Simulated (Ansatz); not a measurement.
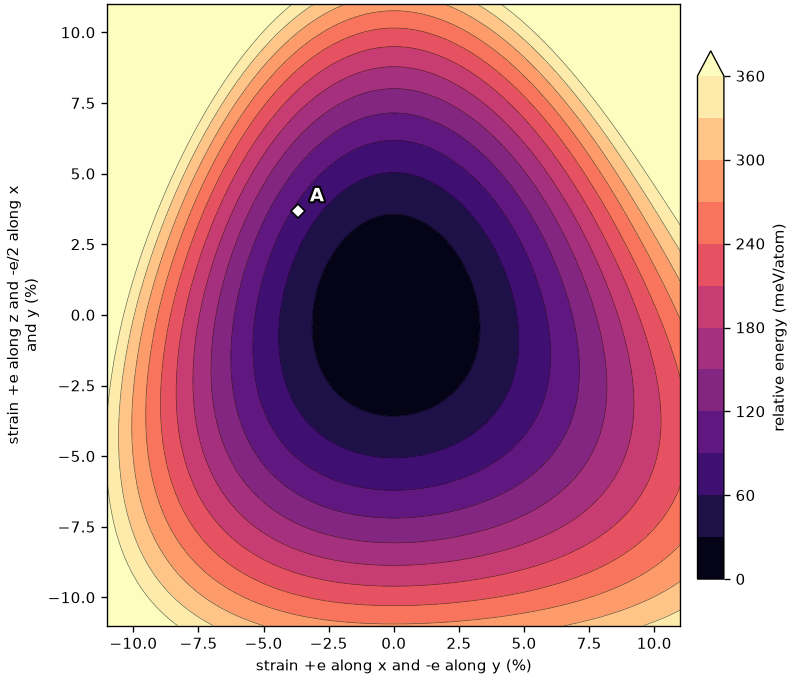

Rh (P6_3/mmc, No. 194; 4 atoms in the cell). The energy is mapped over two homogeneous strains (x along [1 0 0], y along [1 2 0], z along [0 0 1] of the conventional cell). First axis: strain +e along x and -e along y. Second axis: strain +e along z and -e/2 along x and y. Nothing is relaxed (fractional coordinates fixed). The grid has 7 × 7 points. Points are written as (first, second). Energies are in meV/atom, from the lowest grid point. Method: DFT PBEsol, scalar-relativistic, plane waves, PAW in Ansatz. Settings: cutoff 420 eV, k-mesh 18×18×6 in the order of the run's cell vectors, gaussian smearing 0.15 eV, no spin polarisation.

The picture shows filled contours, one colour for all values above the top of the scale, the point A. Between grid points the surface is interpolated.

Q: Which way does the force act at A, and how strong is it?

A: A, at (−3.7 %, 3.7 %), is not a stationary point. The computed force is 28 meV/atom for each 1 % towards larger values of the first coordinate and 20 meV/atom for each 1 % towards smaller values of the second coordinate.

PAW datasets: the set soft_1.
